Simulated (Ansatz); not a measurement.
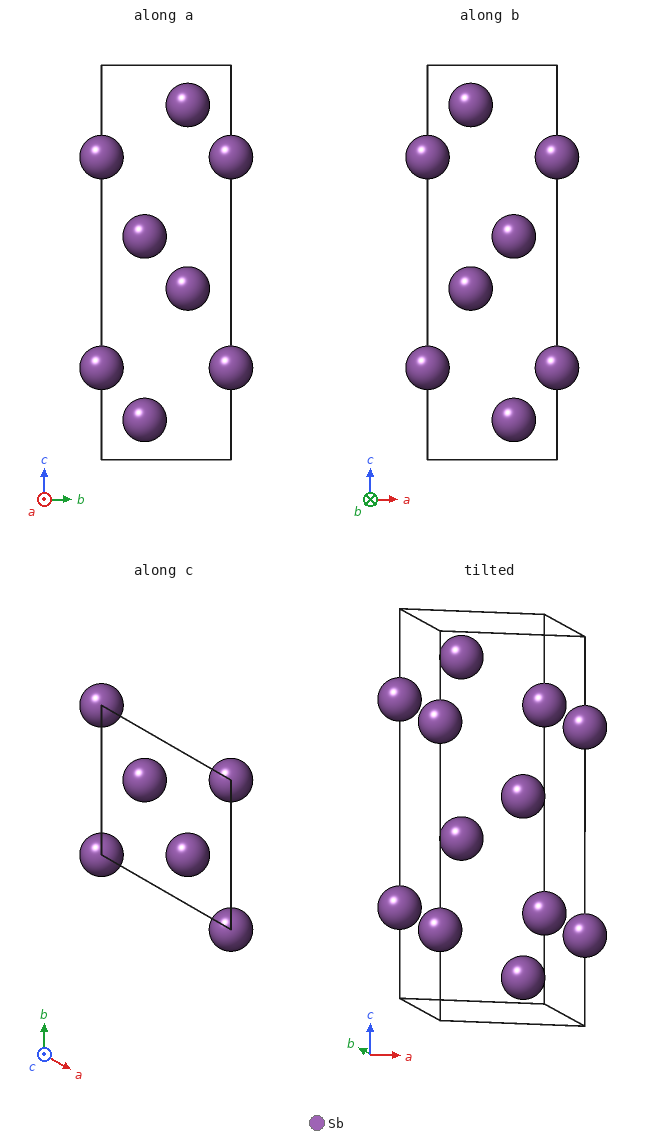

View along the a axis, along the b axis, along the c axis and slightly off an axis, drawn as a spheres-only model. The frame is the conventional unit cell; atoms at its boundary are shown with their periodic copies.

Lattice parameters: a = 4.3744 Å, b = 4.3744 Å, c = 11.5400 Å, α = 90.000°, β = 90.000°, γ = 120.000°.

Q: From the views, write a CIF in P1 with every atom of the cell, with free fractional coordinates to two decimals.

A:
```cif
data_structure
_symmetry_space_group_name_H-M 'P 1'
_symmetry_Int_Tables_number 1
_cell_length_a 4.3744
_cell_length_b 4.3744
_cell_length_c 11.5400
_cell_angle_alpha 90.000
_cell_angle_beta 90.000
_cell_angle_gamma 120.000
_cell_volume 191.24
loop_
_atom_site_label
_atom_site_type_symbol
_atom_site_fract_x
_atom_site_fract_y
_atom_site_fract_z
_atom_site_occupancy
Sb1 Sb 0.3333 0.6667 0.90 1
Sb2 Sb 0.00 0.00 0.77 1
Sb3 Sb 0.00 0.00 0.23 1
Sb4 Sb 0.6667 0.3333 0.10 1
Sb5 Sb 0.6667 0.3333 0.57 1
Sb6 Sb 0.3333 0.6667 0.43 1
```

The cell started as a structure type filled with this element by a generator (whether the element takes this form wasn't checked). The picture shows the end point of a geometry optimisation with DFT PBE, scalar-relativistic, plane waves, PAW (Ansatz).
